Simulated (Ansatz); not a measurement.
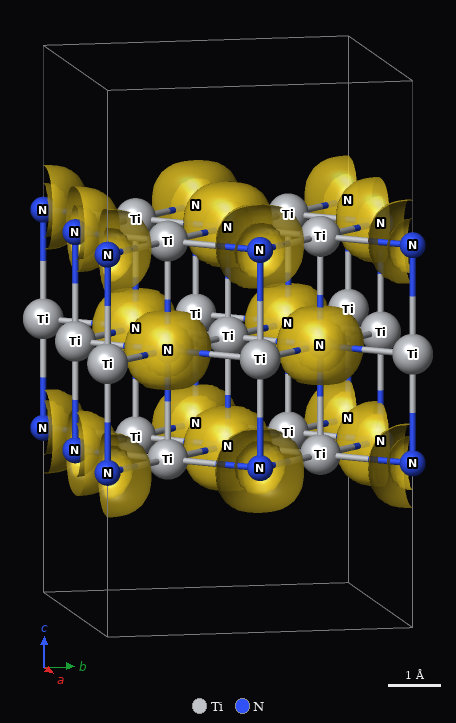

Figure 1: TiN (slab). Isosurface of the ELF at 0.75 (yellow), seen slightly off an axis. Only the valence region is drawn (cores and ρ < 0.01 e/Å³ removed). Sticks mark near contacts.

Not relaxed (largest force 1.9 eV/Å); computed without spin polarisation.

Method: DFT PBE, scalar-relativistic, plane waves, PAW (Ansatz).

Core electrons are frozen (PAW), and the valence fields are smoothed inside the atomic spheres.

The calculation's input:

```
crystal:
  lattice:
    - [3.0028920872, 0.0, 0.0]
    - [0.0, 3.0028920872, 0.0]
    - [0.0, 0.0, 19.2467307161]
  atoms:
    - { symbol: Ti, position: [0.5, 0.5, 0.3896765695] }
    - { symbol: "N", position: [0.0, 0.0, 0.3896765695] }
    - { symbol: Ti, position: [0.0, 0.0, 0.5] }
    - { symbol: "N", position: [0.5, 0.5, 0.5] }
    - { symbol: Ti, position: [0.5, 0.5, 0.6103234305] }
    - { symbol: "N", position: [0.0, 0.0, 0.6103234305] }
basis:
  ecutwfc: 420
kpoints:
  mp_grid: { grid: [12, 12, 1] }
hamiltonian:
  xc: pbe
scf:
  occupations: { method: gaussian, width: 0.1 }
output:
  forces: true
  stress: true
  eigenvalues: true
  write_density: true
  write_potential: true
  elf: true
  volumetric_format: npy
efield:
  axis: 3
  dipole_correction: true
```

Command:

```sh
ansatz run input.yaml --threads 1 --pin off --max-ram 2560MiB --backend cpu --events-out ev --progress --plain --runs-dir out
```

Question: Where are the electrons localised?

Answer: The ELF exceeds this value in three regions wrapped around N (the valence shell of each), counted in one cell of 6 atoms. Counts are for one cell; the picture repeats the cell along the surface.

Values along the shortest contacts:
Ti–N (2.12 Å): the ELF peaks at about 0.80 in the valence shell of N, 0.7 Å from its nucleus, and is about 0.20 at the midpoint: no localised pair shows between them.

Question: Does the calculation give a band gap?

Answer: It is gapless in this calculation (a metal or semimetal).
